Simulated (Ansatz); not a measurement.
```
CELL_PARAMETERS angstrom
1.94129 -1.94129 0.00000
1.98051 1.98051 0.00000
0.00000 0.00000 3.92180
ATOMIC_POSITIONS crystal
Pt 0.00000 0.00000 0.00000
Pt 0.50000 0.50000 0.50000
```

Space group Immm; computed pressure about 10 GPa in this cell.

All numbers below come from Kohn-Sham DFT of a periodic cell, PBE, Ansatz PAW in Ansatz 0.2.0.

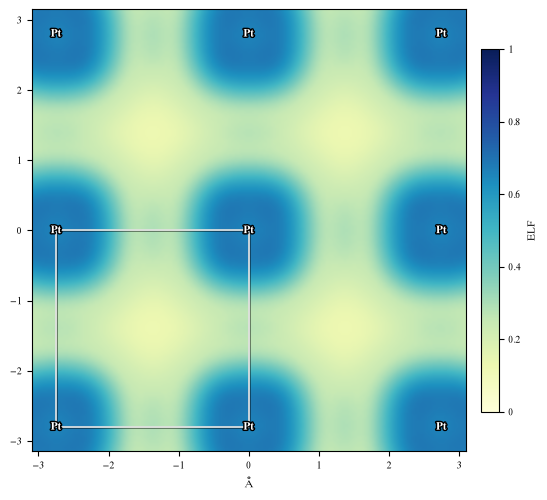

Pt. ELF on the (001) plane of the conventional cell.

What does the map show?

Atoms in the plane: Pt.
Pt–Pt (2.75 Å): the ELF is about 0.30 at the midpoint; no shared electron pair shows on this line.
Pt–Pt (2.80 Å): the ELF is about 0.25 at the midpoint; no localised pair shows between them.
The features right at Pt lie inside the PAW spheres, where the map follows smoothed inner orbitals and isn't to be read closely.

Metal or insulator at this level of theory?

It is metallic or semimetallic at this level of theory: no gap opens.
